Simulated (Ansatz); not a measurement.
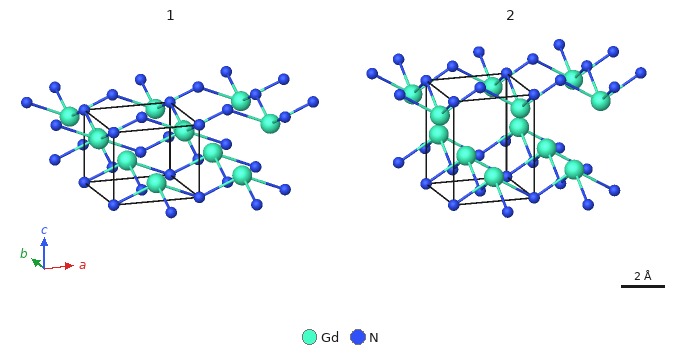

Two geometries of a crystal of GdN (built on the PbO type), drawn at one scale. One is the start of a relaxation, the other its converged end. The picture is a ball-and-stick view of the cell of the calculation, repeated 2 × 2 × 1 with one cell outlined, seen slightly off an axis.

Level of theory: DFT PBE, scalar-relativistic, plane waves, PAW in Ansatz 0.2.0. (plane-wave cutoff 420 eV; k-point mesh 8 × 8 × 8; occupations gaussian; smearing width 0.05 eV; collinear spin; cell and atoms relaxed; force threshold 0.01 eV/Å; at most 60 steps)

Which of the two is the end point?

Structure 1 is the relaxed one. The largest moves relative to the cell, 0.042 Å, are those of Gd atoms. N stays in place. Cell: a = b 4.033 → 4.298 Å (+6.6 %), c 5.082 → 3.565 Å (−29.8 %). Volume −20.3 %. Some distances before and after: Gd–Gd 5.082 → 3.565 Å, Gd–Gd 3.910 → 3.528 Å, Gd–Gd 3.731 → 3.518 Å, Gd–N 2.348 → 2.324 Å. Among the angles between lasting bonds that change: N–Gd–N 118.3° → 135.2°, Gd–N–Gd 118.3° → 135.2°, Gd–N–Gd 105.2° → 98.4°. The space group stays P4/nmm (No. 129). The energy falls by 441 meV per atom in 11 accepted moves (13 points after the start). Largest force component: 3.4 eV/Å at the start, under 0.0001 eV/Å at the end. Pressure: −6.27 GPa at the start and 0.01 GPa at the end. The SCF was repeated twice at an unchanged geometry on a basis and grid sized afresh for the cell, which shifted the energy by 2.6 meV per atom at most. The run may lie on a higher electronic state than the lowest, so the end point isn't shown to be the ground-state structure.

Limits of the set-up: layers or molecules are held without a dispersion correction, so their spacing is unreliable.
